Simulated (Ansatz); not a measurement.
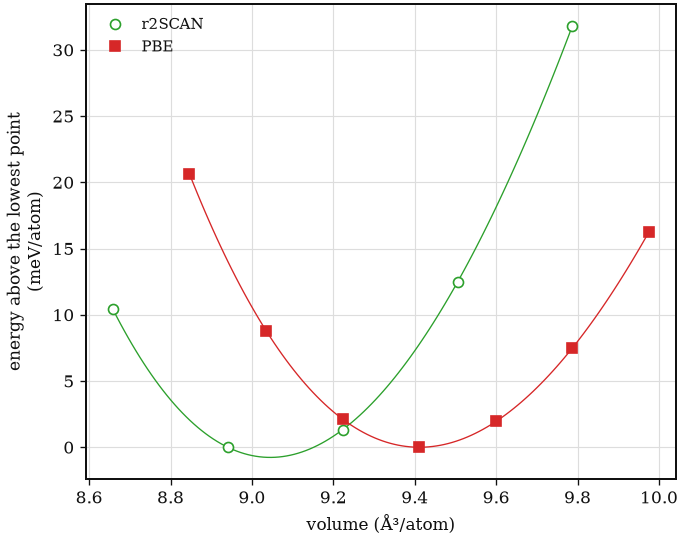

Plotted: energy above the lowest point against volume, with one curve for each functional, for CuO₂ (space group Fm-3m).

Computed with Ansatz 0.2.0 development build: equation of state of a cubic crystal from periodic Kohn-Sham density functional theory without spin, third-order Birch-Murnaghan fit to the free energies; pressure corrected for the finite basis.

| setting | value |
| --- | --- |
| structure type | fluorite |
| atoms in cell | 3 |
| space group number | 225 |
| lattice centring | face-centred primitive |
| occupation method | Fermi–Dirac |
| datasets | soft-1 PAW |
| density tolerance | 1e−07 eV |
| bands | 20 |
| density cutoff ratio | 4 |
| search for lower states | default |

Settings that differ: r2SCAN: wave cutoff 500 eV, k mesh 12×12×12, occupation width 0.1 eV; PBE: wave cutoff 420 eV, k mesh 20×20×20, occupation width 0.0612 eV.

Question: Order the curves by fitted equilibrium volume, smallest first.

Answer: r2SCAN 9.045, PBE 9.411 Å³/atom.

Question: Order the curves by fitted bulk modulus, smallest first.

Answer: PBE 173, r2SCAN 199 GPa.

Caveats: cubic model structure, not the ambient form; modest k-mesh, values are not fully converged in k (r2SCAN); no spin polarisation, a magnetic state may lie lower.
